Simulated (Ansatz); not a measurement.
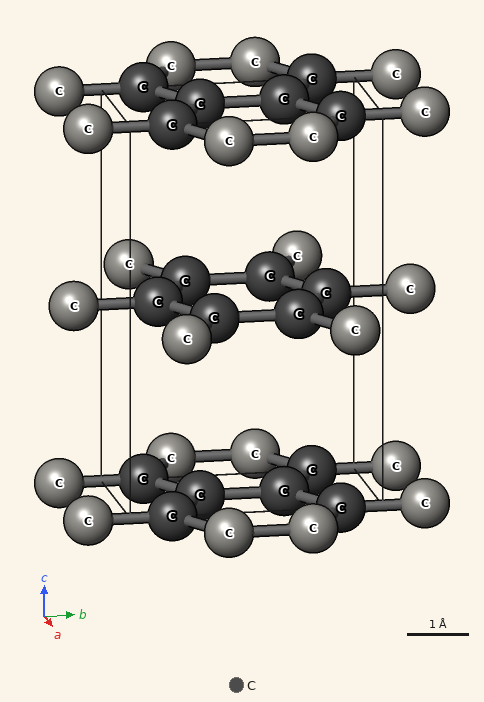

Figure 1. The structure (ball-and-stick view of the cell 4 times as large as that of the calculation, set on its symmetry axes, seen slightly off an axis; neighbours outside the cell are drawn fainter). Near neighbours in the crystal (not all of them lie inside the picture): C has 3 C at 1.42 Å.

## Single-point calculation of C

C (Fmmm, 2 atoms in the cell), computed with DFT PBE+D3(BJ), scalar-relativistic, plane waves, PAW, no spin polarisation (Ansatz 0.2.0).

The structure derives from an entry of the Crystallography Open Database.

Output
```
Engine: ansatz 0.2.0, x86_64-unknown-linux-gnu
Pseudopotentials: kind: paw
Pseudopotential: C, paw, valence charge 4, recommended cutoff 420 eV (normal), C.paw.azcp
Functional definition: PBE
  parameter kappa = 0.804
  parameter beta = 0.06672455060314922
  exchange = pbe_x(kappa = kappa, mu = beta*pi^2/3)
  correlation = pbe_c(beta = beta)
Crystal: 2 atoms, lattice volume = 17.490 Å³
Basis set: ecut = 420 eV, 333 PW (Γ), exchange–correlation on 54×48×36 points (8 copies of the dense FFT grid, shifted against one another)
Bands: 8, of which v1, the nominal top of the filled ones, is band 4 counted from 1 (3 counted from 0)
Symmetry: 8 space group operations
Space group: Fmmm (ITA 69), of the structure as read, at distance tolerance 2.6e-5 Å
k-points: 95 of 512
Non-local potential: C, projectors of the file, l = 0: 2, l = 1: 2, l = 2: 1
PAW form: soft (Blöchl's): semilocal exchange-correlation on the pseudo side does not see the compensation charge
PAW one-centre angular grid: C, 110 points (default); XC on 64 Gauss nodes
Initial density: superposition of atomic densities (neutral atoms: chi_scale 0, normalization atom), corrected by the library's trained network
Initial wavefunctions: pseudopotential atomic-orbital guess
Functional: x = pbe(κ = 0.804, μ = 0.2195149727645171), c = pbe(β = 0.06672455060314922)
SCF iter   1: F=—  HF=-502.164957 eV  |F-HF|=—  |Δ(HF+E_count)|=         —  Δρ=2.26e-3  dr2=7.00e-4  ethr=1.77e-3  ⟨swp⟩=4.0  Hψ=4910  notcnv=0
preconditioner: auto → none  [insulator: Δε(μ)=1.068 eV  Ē_g=18.538 eV  σ=0.100 eV  W_gap=1.00  n_scr=2 (ndim 8)  ℏωp=25.1 eV  f_vac=0.005  D(μ)=0.00/eV (n_scr^D=0)  ε∞_Penn≈2.8]
SCF iter   2: F=—  HF=-502.165474 eV  |F-HF|=—  |Δ(HF+E_count)|=   5.17e-4  Δρ=1.20e-3  dr2=1.92e-4  ethr=8.75e-6  ⟨swp⟩=2.9  Hψ=1917  notcnv=0
SCF iter   3: F=—  HF=-502.165570 eV  |F-HF|=—  |Δ(HF+E_count)|=   9.59e-5  Δρ=2.83e-4  dr2=1.09e-5  ethr=2.40e-6  ⟨swp⟩=2.0  Hψ=1108  notcnv=0
SCF iter   4: F=—  HF=-502.165574 eV  |F-HF|=—  |Δ(HF+E_count)|=   4.26e-6  Δρ=9.27e-5  dr2=7.42e-7  ethr=1.37e-7  ⟨swp⟩=2.1  Hψ=1096  notcnv=0
iter 5 did not close the SCF: its close was put off for the readings that it lacked (scf_convergence_deferred on its scf_iter line)
SCF iter   5: F=-502.165575 eV  HF=-502.165575 eV  |F-HF|=8.36e-10  |Δ(HF+E_count)|=   1.37e-7  Δρ=5.36e-6  dr2=2.87e-9  ethr=9.27e-9  ⟨swp⟩=2.5  Hψ=1128  notcnv=0
SCF iter   6: F=-502.165575 eV  HF=-502.165575 eV  |F-HF|=5.53e-11  |Δ(HF+E_count)|=   1.41e-9  Δρ=5.81e-7  dr2=1.82e-11  ethr=3.59e-11  ⟨swp⟩=2.1  Hψ=2476  notcnv=0
SCF 1 converged in 6 iterations: F = -502.165575 eV  dr2 = 1.82e-11
  greatest PAW one-centre occupation: 0.675 electrons in one spin orbital (limit 2), on the C atom at site 1 (counted from 0), in its partial waves of l = 0
```

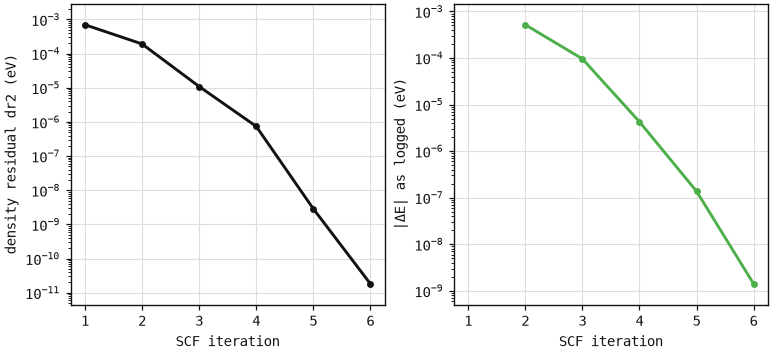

Figure 2. Convergence of the self-consistent field: density residual dr2 and size of the energy change against the SCF iteration. The residual falls at every step.

```
SCF converged after 6 iterations
Free energy (F): -502.165575 eV
Harris-Foulkes:  -502.165575 eV  (|F-HF|=5.53e-11)
Internal energy: -502.165575 eV  (E = F + TS)
E sigma→0 (E₀):  -502.165575 eV
Fermi energy:    7.334598 eV
--- Per-component energies (eV) ---
  E_band       = -16.613733
  E_kinetic    = 182.569196
  E_local      = -305.972174  (includes V_loc(G=0)·N_el)
  E_nonlocal   = 54.776227
  E_hartree    = 92.428063
  E_xc         = -96.220516
  E_vxc        = -119.153095  (∫ρ·V_xc dr)
  E_paw        = -198.756073  (= ΣΔE_a)
  E_vpaw       = -13.690048  (= ΣTr[D̂ρ^β])
  E_aug_tail   = 0.000015  (compensation charges beyond the density's cutoff)
  E_ewald      = -230.676614
  E_disp       = -0.313698  (pairwise vdW)
  E_smearing   = -0.000000  (= −TS)
  E_closure    = -0.000000  (closes the sum)
  Σ components = -502.165575   (vs F -502.165575, Δ=0.00e0)
--- Forces (eV/Å), atoms counted from 1 ---
  atom   1  C      0.00000000     0.04525153     0.00000000
  atom   2  C      0.00000000    -0.04525153     0.00000000
  max |Σ_I F_I| component: 0.00e0 eV/Å
--- Stress (GPa, compression-positive) ---
        4.724442       0.000000       0.000000
        0.000000       4.922995       0.000000
        0.000000       0.000000       0.482620
  P = ⅓ Tr σ = 3.3767 GPa (33.767 kbar)
--- Band table (eV; the first three rows and the last of 95) ---
  k-point 0: bands = ["-12.6525", "0.4719", "4.0764", "4.1035", "11.3530", "15.5090", "15.5806", "18.5997"]
  k-point 1: bands = ["-12.2674", "0.8064", "2.7177", "3.3708", "11.9960", "15.6440", "17.0411", "17.2866"]
  k-point 2: bands = ["-11.1255", "-0.2968", "1.8162", "2.0451", "13.7519", "14.2756", "15.3384", "20.6562"]
  k-point 94: bands = ["-12.3487", "-1.5085", "4.0668", "4.0891", "15.4769", "15.5462", "17.6668", "18.7423"]
```

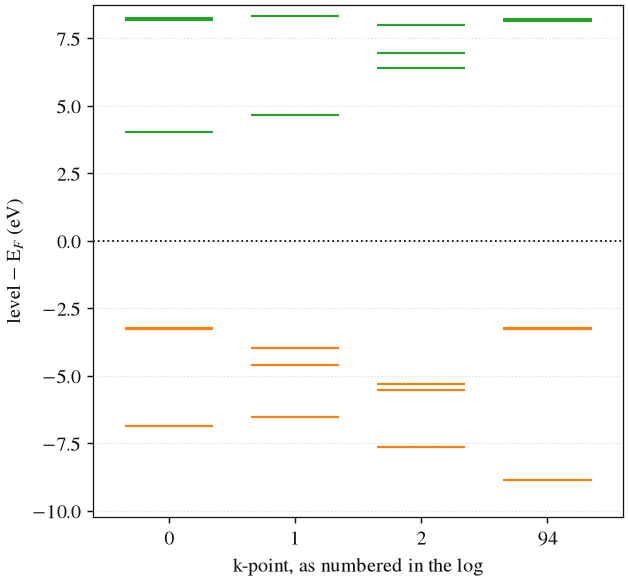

Figure 3. Kohn–Sham levels near the Fermi level (dotted) at the few k-points that the log prints; levels within 0.02 eV of each other stand side by side. Among these points the highest filled and lowest empty levels are 7.25 eV apart; the gap on the full mesh, 1.06 eV, has an edge at a point that isn't printed.

This output came from the following input.

Input
```yaml
crystal:
  lattice:
    - [0.0, 2.127, 3.348]
    - [1.228, 0.0, 3.348]
    - [1.228, 2.127, 0.0]
  atoms:
    - { symbol: C, position: [0.16667, 0.83333, 0.16667] }
    - { symbol: C, position: [0.83333, 0.16667, 0.83333] }
basis:
  ecutwfc: 420
kpoints:
  mp_grid: { grid: [8, 8, 8] }
hamiltonian:
  xc: pbe
  dispersion: d3bj
scf:
  occupations: { method: gaussian, width: 0.1 }
output:
  forces: true
  stress: true
  eigenvalues: true
```

Run as:
```bash
ansatz run input.yaml --threads 2 --pin off --max-ram 6144MiB --backend cpu --events-out ev --progress --plain --runs-dir out
```

Results in brief

```csv
quantity,value
outcome,converged
space group (tolerance 0.01 Å),Fmmm (69)
electrons treated,8
free energy,−502.1656 eV
Fermi energy,7.335 eV
gap on the k-point mesh,1.06 eV
pressure,3.38 GPa
largest force (length of the vector),0.045 eV/Å
hardware,"2 threads of an x86-64 CPU, shared host"
peak memory,0.33 GiB
```
